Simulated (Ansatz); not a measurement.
## C: geometry relaxation (part 2 of 2)

Continued. System: C (Cmme, 4 atoms in the cell). Method: DFT PBEsol, scalar-relativistic, plane waves, PAW, no spin polarisation (Ansatz 0.2.0); cutoff 420 eV, 18×18×6 k-mesh, Gaussian smearing of 0.1 eV. The structure derives from a Materials Project entry.

Geometry of the input (Å; fractional positions):
```
1.2280  -2.1271  0.0000
1.2280  2.1271  0.0000
0.0000  0.0000  7.1733
C  0.0834  0.9166  0.7531
C  0.5834  0.4166  0.2469
C  0.9166  0.0834  0.2469
C  0.4166  0.5834  0.7531
```

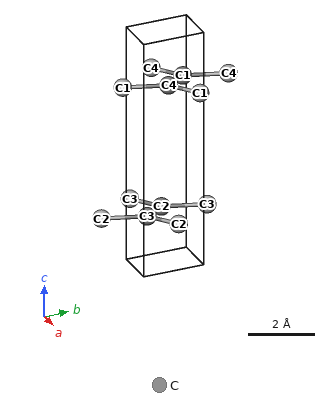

Figure 1. The geometry at step 3 of the log (ball-and-stick view of the cell of the calculation, seen slightly off an axis; neighbours outside the cell are drawn fainter; atoms are numbered from 1 in the order of the input).

## Output, continued
```
relax step   5: F+E_penalty+E_count = -986.76056122 eV  Δ(F+E_penalty+E_count) = -1.356e-3 eV  max|allowed force component| = 1.544e-3 eV/Å  Δτ_max = 0.0000 Å  P = +0.038 GPa  Ω = 37.825 Å³  stress off target by 1.73e-1 GPa  SCF on the basis re-selected at this cell (its energy is not comparable with the rows above)  (5 SCF iters)
basis re-selected at this cell: Δ(F+E_penalty+E_count) = -1.356e-3 eV, ΔP = +0.050 GPa vs the last step (what re-selecting the basis moved, of the pressure what is left beyond the Pulay correction that the steps carried, after the strain that the cell walked since its last selection, with what the two solves' SCF thresholds leave and, on support functions, any second-order correction that the steps lacked; it is no measure of the basis error at this ecutwfc). The dense FFT grid was sized anew with the basis: this SCF ran on 18×18×50 points, the steps before it on 18×18×48, so part of this shift can come from that change (see relax.cell in the input reference). This SCF's stress stands 1.73e-1 GPa from its target on what of the cell is left free (relax.cell.stress_tol is 5.00e-2 GPa) and its largest allowed force component is 1.54e-3 eV/Å (relax.f_tol is 5.00e-3 eV/Å): not within both, so this SCF does not close the relaxation
Crystal: 4 atoms, lattice volume = 38.068 Å³
Basis set: ecut = 420 eV, 727 PW (Γ), exchange–correlation on 36×36×100 points (8 copies of the dense FFT grid, shifted against one another)
iter 1 solved again at ethr=3.10e-6 eV; its pass at ethr=3.10e-3 eV (dr2=4.96e-4 eV) is discarded
SCF iter   1: F=—  HF=-986.759964 eV  |F-HF|=—  |Δ(HF+E_count)|=         —  Δρ=8.11e-4  dr2=3.40e-4  ethr=3.10e-6  ⟨swp⟩=2.5  Hψ=34386  notcnv=0
preconditioner: auto → none  [metal: Δε(μ)=0.072 eV  Ē_g=15.557 eV  σ=0.100 eV  W_gap=0.35  n_scr=4 (ndim 8)  ℏωp=24.1 eV  f_vac=0.072  D(μ)=0.09/eV (n_scr^D=0)]
SCF iter   2: F=—  HF=-986.759851 eV  |F-HF|=—  |Δ(HF+E_count)|=   1.13e-4  Δρ=2.83e-4  dr2=2.71e-5  ethr=2.13e-6  ⟨swp⟩=2.7  Hψ=7245  notcnv=0
SCF iter   3: F=—  HF=-986.759831 eV  |F-HF|=—  |Δ(HF+E_count)|=   2.03e-5  Δρ=7.84e-5  dr2=9.13e-7  ethr=1.69e-7  ⟨swp⟩=2.8  Hψ=7414  notcnv=0
SCF iter   4: F=—  HF=-986.759831 eV  |F-HF|=—  |Δ(HF+E_count)|=   8.12e-7  Δρ=1.89e-5  dr2=7.46e-7  ethr=4.65e-10  ⟨swp⟩=10.7  Hψ=34005  notcnv=0
SCF iter   5: F=-986.759831 eV  HF=-986.759831 eV  |F-HF|=1.47e-9  |Δ(HF+E_count)|=   2.09e-7  Δρ=2.17e-6  dr2=7.80e-10  ethr=4.65e-10  ⟨swp⟩=7.0  Hψ=27117  notcnv=0
SCF 6 converged in 5 iterations: F = -986.759831 eV  dr2 = 7.80e-10
relax step   6: F+E_penalty+E_count = -986.75983118 eV  Δ(F+E_penalty+E_count) = +7.300e-4 eV  max|allowed force component| = 4.864e-4 eV/Å  Δτ_max = 0.0001 Å  P = +0.030 GPa  Ω = 38.068 Å³  energy of the carried Pulay correction = -9.041e-4 eV  (5 SCF iters, dr2 threshold 7.44e-8 eV, accepted)
Crystal: 4 atoms, lattice volume = 38.165 Å³
iter 1 solved again at ethr=5.04e-7 eV; its pass at ethr=3.10e-3 eV (dr2=8.06e-5 eV) is discarded
SCF iter   1: F=—  HF=-986.759528 eV  |F-HF|=—  |Δ(HF+E_count)|=         —  Δρ=3.28e-4  dr2=5.64e-5  ethr=5.04e-7  ⟨swp⟩=2.4  Hψ=33613  notcnv=0
preconditioner: auto → none  [metal: Δε(μ)=0.070 eV  Ē_g=15.556 eV  σ=0.100 eV  W_gap=0.34  n_scr=4 (ndim 8)  ℏωp=24.0 eV  f_vac=0.072  D(μ)=0.09/eV (n_scr^D=0)]
SCF iter   2: F=—  HF=-986.759485 eV  |F-HF|=—  |Δ(HF+E_count)|=   4.29e-5  Δρ=1.10e-4  dr2=4.38e-6  ethr=3.53e-7  ⟨swp⟩=2.6  Hψ=7149  notcnv=0
SCF iter   3: F=—  HF=-986.759485 eV  |F-HF|=—  |Δ(HF+E_count)|=   6.71e-7  Δρ=3.12e-5  dr2=1.88e-7  ethr=2.74e-8  ⟨swp⟩=2.7  Hψ=7369  notcnv=0
SCF iter   4: F=—  HF=-986.759485 eV  |F-HF|=—  |Δ(HF+E_count)|=   1.40e-7  Δρ=1.12e-5  dr2=2.20e-7  ethr=1.17e-9  ⟨swp⟩=2.4  Hψ=7116  notcnv=0
SCF iter   5: F=-986.759485 eV  HF=-986.759485 eV  |F-HF|=1.22e-10  |Δ(HF+E_count)|=   5.67e-8  Δρ=5.64e-7  dr2=5.61e-11  ethr=4.70e-11  ⟨swp⟩=6.8  Hψ=26640  notcnv=0
SCF 7 converged in 5 iterations: F = -986.759485 eV  dr2 = 5.61e-11
relax step   7: F+E_penalty+E_count = -986.75948541 eV  Δ(F+E_penalty+E_count) = +3.458e-4 eV  max|allowed force component| = 9.060e-5 eV/Å  Δτ_max = 0.0000 Å  P = +0.003 GPa  Ω = 38.165 Å³  energy of the carried Pulay correction = -1.269e-3 eV  (5 SCF iters, dr2 threshold 7.52e-9 eV, accepted)
iter 1 solved again at ethr=1.39e-7 eV; its pass at ethr=3.10e-3 eV (dr2=2.23e-5 eV) is discarded
SCF iter   1: F=—  HF=-986.760791 eV  |F-HF|=—  |Δ(HF+E_count)|=         —  Δρ=6.42e-5  dr2=2.21e-7  ethr=1.39e-7  ⟨swp⟩=4.0  Hψ=37655  notcnv=0
preconditioner: auto → none  [metal: Δε(μ)=0.070 eV  Ē_g=15.558 eV  σ=0.100 eV  W_gap=0.34  n_scr=4 (ndim 8)  ℏωp=24.0 eV  f_vac=0.072  D(μ)=0.09/eV (n_scr^D=0)]
SCF iter   2: F=—  HF=-986.760770 eV  |F-HF|=—  |Δ(HF+E_count)|=   2.09e-5  Δρ=3.19e-5  dr2=4.67e-8  ethr=1.38e-9  ⟨swp⟩=2.7  Hψ=7527  notcnv=0
SCF iter   3: F=—  HF=-986.760771 eV  |F-HF|=—  |Δ(HF+E_count)|=   2.89e-7  Δρ=2.72e-6  dr2=3.66e-10  ethr=2.92e-10  ⟨swp⟩=2.1  Hψ=7031  notcnv=0
SCF iter   4: F=-986.760771 eV  HF=-986.760771 eV  |F-HF|=3.63e-11  |Δ(HF+E_count)|=   2.81e-9  Δρ=2.29e-7  dr2=6.77e-12  ethr=1.00e-12  ⟨swp⟩=7.3  Hψ=22837  notcnv=0
SCF 8 converged in 4 iterations: F = -986.760771 eV  dr2 = 6.77e-12
relax step   8: F+E_penalty+E_count = -986.76077051 eV  Δ(F+E_penalty+E_count) = -1.285e-3 eV  max|allowed force component| = 8.846e-5 eV/Å  Δτ_max = 0.0000 Å  P = +0.028 GPa  Ω = 38.165 Å³  stress off target by 8.40e-2 GPa  SCF on the basis re-selected at this cell (its energy is not comparable with the rows above)  (4 SCF iters)
basis re-selected at this cell: Δ(F+E_penalty+E_count) = -1.285e-3 eV, ΔP = +0.025 GPa vs the last step (what re-selecting the basis moved, of the pressure what is left beyond the Pulay correction that the steps carried, after the strain that the cell walked since its last selection, with what the two solves' SCF thresholds leave and, on support functions, any second-order correction that the steps lacked; it is no measure of the basis error at this ecutwfc). This SCF's stress stands 8.40e-2 GPa from its target on what of the cell is left free (relax.cell.stress_tol is 5.00e-2 GPa) and its largest allowed force component is 8.85e-5 eV/Å (relax.f_tol is 5.00e-3 eV/Å): not within both, so this SCF does not close the relaxation
Crystal: 4 atoms, lattice volume = 38.344 Å³
iter 1 solved again at ethr=1.70e-6 eV; its pass at ethr=3.10e-3 eV (dr2=2.72e-4 eV) is discarded
SCF iter   1: F=—  HF=-986.760250 eV  |F-HF|=—  |Δ(HF+E_count)|=         —  Δρ=5.98e-4  dr2=1.89e-4  ethr=1.70e-6  ⟨swp⟩=2.5  Hψ=33810  notcnv=0
preconditioner: auto → none  [metal: Δε(μ)=0.068 eV  Ē_g=15.546 eV  σ=0.100 eV  W_gap=0.33  n_scr=4 (ndim 8)  ℏωp=24.0 eV  f_vac=0.086  D(μ)=0.09/eV (n_scr^D=0)]
SCF iter   2: F=—  HF=-986.760187 eV  |F-HF|=—  |Δ(HF+E_count)|=   6.32e-5  Δρ=2.05e-4  dr2=1.47e-5  ethr=1.18e-6  ⟨swp⟩=2.8  Hψ=7290  notcnv=0
SCF iter   3: F=—  HF=-986.760159 eV  |F-HF|=—  |Δ(HF+E_count)|=   2.81e-5  Δρ=5.67e-5  dr2=4.54e-7  ethr=9.18e-8  ⟨swp⟩=2.8  Hψ=7408  notcnv=0
SCF iter   4: F=—  HF=-986.760159 eV  |F-HF|=—  |Δ(HF+E_count)|=   3.72e-7  Δρ=8.23e-6  dr2=1.44e-7  ethr=2.84e-9  ⟨swp⟩=2.8  Hψ=7099  notcnv=0
SCF iter   5: F=-986.760159 eV  HF=-986.760159 eV  |F-HF|=7.01e-10  |Δ(HF+E_count)|=   4.07e-8  Δρ=1.54e-6  dr2=4.40e-10  ethr=1.10e-10  ⟨swp⟩=6.7  Hψ=26316  notcnv=0
SCF 9 converged in 5 iterations: F = -986.760159 eV  dr2 = 4.40e-10
relax step   9: F+E_penalty+E_count = -986.76015898 eV  Δ(F+E_penalty+E_count) = +6.115e-4 eV  max|allowed force component| = 3.694e-4 eV/Å  Δτ_max = 0.0000 Å  P = +0.007 GPa  Ω = 38.344 Å³  energy of the carried Pulay correction = -6.657e-4 eV  (5 SCF iters, dr2 threshold 1.76e-8 eV, accepted)
iter 1 solved again at ethr=1.39e-7 eV; its pass at ethr=3.10e-3 eV (dr2=2.22e-5 eV) is discarded
SCF iter   1: F=—  HF=-986.760905 eV  |F-HF|=—  |Δ(HF+E_count)|=         —  Δρ=3.54e-5  dr2=6.88e-8  ethr=1.39e-7  ⟨swp⟩=4.0  Hψ=37656  notcnv=0
preconditioner: auto → none  [metal: Δε(μ)=0.068 eV  Ē_g=15.550 eV  σ=0.100 eV  W_gap=0.33  n_scr=4 (ndim 8)  ℏωp=24.0 eV  f_vac=0.081  D(μ)=0.09/eV (n_scr^D=0)]
SCF iter   2: F=—  HF=-986.760878 eV  |F-HF|=—  |Δ(HF+E_count)|=   2.70e-5  Δρ=1.76e-5  dr2=1.44e-8  ethr=4.30e-10  ⟨swp⟩=2.4  Hψ=7535  notcnv=0
SCF iter   3: F=—  HF=-986.760879 eV  |F-HF|=—  |Δ(HF+E_count)|=   8.16e-8  Δρ=1.71e-6  dr2=3.21e-10  ethr=9.00e-11  ⟨swp⟩=2.4  Hψ=7061  notcnv=0
SCF iter   4: F=—  HF=-986.760879 eV  |F-HF|=—  |Δ(HF+E_count)|=   1.01e-9  Δρ=3.61e-7  dr2=2.11e-10  ethr=1.00e-12  ⟨swp⟩=7.5  Hψ=22967  notcnv=0
SCF iter   5: F=-986.760879 eV  HF=-986.760879 eV  |F-HF|=1.86e-11  |Δ(HF+E_count)|=  4.70e-11  Δρ=1.42e-7  dr2=1.76e-12  ethr=1.00e-12  ⟨swp⟩=4.9  Hψ=20941  notcnv=0
SCF 10 converged in 5 iterations: F = -986.760879 eV  dr2 = 1.76e-12
relax step  10: F+E_penalty+E_count = -986.76087857 eV  Δ(F+E_penalty+E_count) = -7.196e-4 eV  max|allowed force component| = 3.396e-4 eV/Å  Δτ_max = 0.0000 Å  P = +0.014 GPa  Ω = 38.344 Å³  stress off target by 4.37e-2 GPa  SCF on the basis re-selected at this cell (its energy is not comparable with the rows above)  (5 SCF iters)
basis re-selected at this cell: Δ(F+E_penalty+E_count) = -7.196e-4 eV, ΔP = +0.007 GPa vs the last step (what re-selecting the basis moved, of the pressure what is left beyond the Pulay correction that the steps carried, after the strain that the cell walked since its last selection, with what the two solves' SCF thresholds leave and, on support functions, any second-order correction that the steps lacked; it is no measure of the basis error at this ecutwfc). This SCF's stress stands 4.37e-2 GPa from its target on what of the cell is left free (relax.cell.stress_tol is 5.00e-2 GPa) and its largest allowed force component is 3.40e-4 eV/Å (relax.f_tol is 5.00e-3 eV/Å): within both
SCF converged after 5 iterations
Free energy (F): -986.760879 eV
Harris-Foulkes:  -986.760879 eV  (|F-HF|=1.86e-11)
Internal energy: -986.760411 eV  (E = F + TS)
E sigma→0 (E₀):  -986.760645 eV
Entropy (-TS):   -0.000468 eV (-0.117 meV/atom)
Fermi energy:    6.028795 eV
--- Per-component energies (eV) ---
  E_band       = -49.887045
  E_kinetic    = 363.243405
  E_local      = -709.116964  (includes V_loc(G=0)·N_el)
  E_nonlocal   = 109.673477
  E_hartree    = 225.330673
  E_xc         = -190.330852
  E_vxc        = -236.540924  (∫ρ·V_xc dr)
  E_paw        = -381.924284  (= ΣΔE_a)
  E_vpaw       = -27.807406  (= ΣTr[D̂ρ^β])
  E_aug_tail   = 0.000034  (compensation charges beyond the density's cutoff)
  E_ewald      = -403.720302
  E_core_change = 0.084402  (= ΣΔE_core)
  E_smearing   = -0.000468  (= −TS)
  E_closure    = 0.000000  (closes the sum)
  Σ components = -986.760879   (vs F -986.760879, Δ=0.00e0)
--- Forces (eV/Å), atoms counted from 1 ---
  atom   1  C      0.00000000    -0.00033965     0.00000041
  atom   2  C      0.00000000    -0.00033965    -0.00000041
  atom   3  C     -0.00000000     0.00033965    -0.00000041
  atom   4  C     -0.00000000     0.00033965     0.00000041
  max |Σ_I F_I| component: 5.42e-20 eV/Å
--- Stress (GPa, compression-positive) ---
       -0.001245      -0.000000       0.000000
       -0.000000      -0.000976      -0.000000
        0.000000      -0.000000       0.043694
  P = ⅓ Tr σ = 0.0138 GPa (0.138 kbar)
--- Band table (eV; the first three rows and the last of 364) ---
  k-point 0: bands = ["-13.5822", "-13.4310", "-2.2711", "-1.0131", "3.0319", "3.0405", "3.0451", "3.0459", "9.5005", "14.3748", "14.3907", "14.4075"]
  k-point 1: bands = ["-13.5724", "-13.4415", "-2.1978", "-1.1118", "3.0329", "3.0411", "3.0448", "3.0452", "9.7545", "13.9634", "14.3780", "14.3917"]
  k-point 2: bands = ["-13.5454", "-13.4699", "-1.9915", "-1.3683", "3.0358", "3.0420", "3.0429", "3.0445", "10.4707", "12.7880", "14.3854", "14.3945"]
  k-point 363: bands = ["-8.1912", "-8.1912", "-7.2530", "-7.2530", "-0.3930", "-0.3930", "3.6494", "3.6494", "7.6687", "7.6687", "13.4652", "13.4652"]
--- Relaxed structure (7 steps of the walk, 7 accepted, 3 SCFs on fresh bases) ---
  F+E_penalty+E_count = -986.76087857 eV   max|allowed force component| = 3.396e-4 eV/Å   (the final SCF, on the basis selected at the relaxed cell)
  cell:  # Å, volume = 38.3444 Å³
    - [1.229580563211505, -2.129186357250649, 1.815634065130534e-34]
    - [1.229580563211505, 2.129186357250649, 2.4277163004096906e-34]
    - [1.2393118638319117e-33, 1.032087954264702e-34, 7.323214927373951]
  atoms:
    - { symbol: C, position: [0.08332018256741419, 0.9166798174325859, 0.7499995120803548] }
    - { symbol: C, position: [0.5833201825674141, 0.4166798174325858, 0.2500004879196454] }
    - { symbol: C, position: [0.9166798174325859, 0.08332018256741419, 0.2500004879196454] }
    - { symbol: C, position: [0.4166798174325858, 0.5833201825674141, 0.7499995120803548] }
```

## Trajectory as extended XYZ (Å, eV, eV/Å), 10 frames, from step=1 to step=10
```
4
Lattice="1.2280 -2.1271 0.0000 1.2280 2.1271 0.0000 0.0000 0.0000 7.1733" Properties=species:S:1:pos:R:3:forces:R:3 step=1 energy=-986.75963 pressure_GPa=0.96
C     1.2280    1.7724    5.4025    0.0000   0.0251  -0.0043
C     1.2280   -0.3547    1.7708    0.0000   0.0251   0.0043
C     1.2280   -1.7724    1.7708    0.0000  -0.0251   0.0043
C     1.2280    0.3547    5.4025    0.0000  -0.0251  -0.0043
4
Lattice="1.2292 -2.1284 0.0000 1.2292 2.1284 0.0000 0.0000 0.0000 7.2022" Properties=species:S:1:pos:R:3:forces:R:3 step=2 energy=-986.75945 pressure_GPa=0.30
C     1.2292    1.7736    5.3814    0.0000   0.0123   0.0036
C     1.2292   -0.3548    1.8208    0.0000   0.0123  -0.0036
C     1.2292   -1.7736    1.8208    0.0000  -0.0123  -0.0036
C     1.2292    0.3548    5.3814    0.0000  -0.0123   0.0036
4
Lattice="1.2298 -2.1293 0.0000 1.2298 2.1293 0.0000 0.0000 0.0000 7.2193" Properties=species:S:1:pos:R:3:forces:R:3 step=3 energy=-986.75925 pressure_GPa=-0.09
C     1.2298    1.7745    5.4144    0.0000   0.0040   0.0000
C     1.2298   -0.3549    1.8049    0.0000   0.0040   0.0000
C     1.2298   -1.7745    1.8049    0.0000  -0.0040   0.0000
C     1.2298    0.3549    5.4144    0.0000  -0.0040   0.0000
4
Lattice="1.2296 -2.1292 0.0000 1.2296 2.1292 0.0000 0.0000 0.0000 7.2238" Properties=species:S:1:pos:R:3:forces:R:3 step=4 energy=-986.75921 pressure_GPa=-0.01
C     1.2296    1.7744    5.4180    0.0000   0.0015   0.0000
C     1.2296   -0.3548    1.8058    0.0000   0.0015   0.0000
C     1.2296   -1.7744    1.8058    0.0000  -0.0015   0.0000
C     1.2296    0.3548    5.4180    0.0000  -0.0015   0.0000
4
Lattice="1.2296 -2.1292 0.0000 1.2296 2.1292 0.0000 0.0000 0.0000 7.2238" Properties=species:S:1:pos:R:3:forces:R:3 step=5 energy=-986.76056 pressure_GPa=0.04
C     1.2296    1.7744    5.4180    0.0000   0.0015   0.0000
C     1.2296   -0.3548    1.8058    0.0000   0.0015   0.0000
C     1.2296   -1.7744    1.8058    0.0000  -0.0015   0.0000
C     1.2296    0.3548    5.4180    0.0000  -0.0015   0.0000
4
Lattice="1.2296 -2.1291 0.0000 1.2296 2.1291 0.0000 0.0000 0.0000 7.2707" Properties=species:S:1:pos:R:3:forces:R:3 step=6 energy=-986.75983 pressure_GPa=0.03
C     1.2296    1.7743    5.4531    0.0000   0.0005   0.0000
C     1.2296   -0.3548    1.8176    0.0000   0.0005   0.0000
C     1.2296   -1.7743    1.8176    0.0000  -0.0005   0.0000
C     1.2296    0.3548    5.4531    0.0000  -0.0005   0.0000
4
Lattice="1.2296 -2.1292 0.0000 1.2296 2.1292 0.0000 0.0000 0.0000 7.2890" Properties=species:S:1:pos:R:3:forces:R:3 step=7 energy=-986.75949 pressure_GPa=0.00
C     1.2296    1.7744    5.4668    0.0000  -0.0001   0.0000
C     1.2296   -0.3548    1.8222    0.0000  -0.0001   0.0000
C     1.2296   -1.7744    1.8222    0.0000   0.0001   0.0000
C     1.2296    0.3548    5.4668    0.0000   0.0001   0.0000
4
Lattice="1.2296 -2.1292 0.0000 1.2296 2.1292 0.0000 0.0000 0.0000 7.2890" Properties=species:S:1:pos:R:3:forces:R:3 step=8 energy=-986.76077 pressure_GPa=0.03
C     1.2296    1.7744    5.4668    0.0000  -0.0001   0.0000
C     1.2296   -0.3548    1.8222    0.0000  -0.0001   0.0000
C     1.2296   -1.7744    1.8222    0.0000   0.0001   0.0000
C     1.2296    0.3548    5.4668    0.0000   0.0001   0.0000
4
Lattice="1.2296 -2.1292 0.0000 1.2296 2.1292 0.0000 0.0000 0.0000 7.3232" Properties=species:S:1:pos:R:3:forces:R:3 step=9 energy=-986.76016 pressure_GPa=0.01
C     1.2296    1.7744    5.4924    0.0000  -0.0004   0.0000
C     1.2296   -0.3548    1.8308    0.0000  -0.0004   0.0000
C     1.2296   -1.7744    1.8308    0.0000   0.0004   0.0000
C     1.2296    0.3548    5.4924    0.0000   0.0004   0.0000
4
Lattice="1.2296 -2.1292 0.0000 1.2296 2.1292 0.0000 0.0000 0.0000 7.3232" Properties=species:S:1:pos:R:3:forces:R:3 step=10 energy=-986.76088 pressure_GPa=0.01
C     1.2296    1.7744    5.4924    0.0000  -0.0003   0.0000
C     1.2296   -0.3548    1.8308    0.0000  -0.0003   0.0000
C     1.2296   -1.7744    1.8308    0.0000   0.0003   0.0000
C     1.2296    0.3548    5.4924    0.0000   0.0003   0.0000
```

## Key numbers

| quantity | value |
| --- | --- |
| outcome | converged |
| space group (tolerance 0.01 Å) | Cmme (67) → Fmmm (69) |
| electrons treated | 16 |
| free energy | −986.7609 eV |
| Fermi energy | 6.029 eV |
| gap on the k-point mesh | none (metallic) |
| pressure | 0.01 GPa |
| final volume | 38.34 Å³ |
| largest force (length of the vector) at the end | under 0.001 eV/Å |
| final cell | a = 2.459 Å, b = 2.459 Å, c = 7.323 Å, α = 90.00°, β = 90.00°, γ = 119.99° |
| hardware | 2 threads of Arm Neoverse V2, 24 GiB of memory available, shared host |
| wall time | 51 s (CPU time 1.7 min) |
| peak memory | 0.44 GiB |
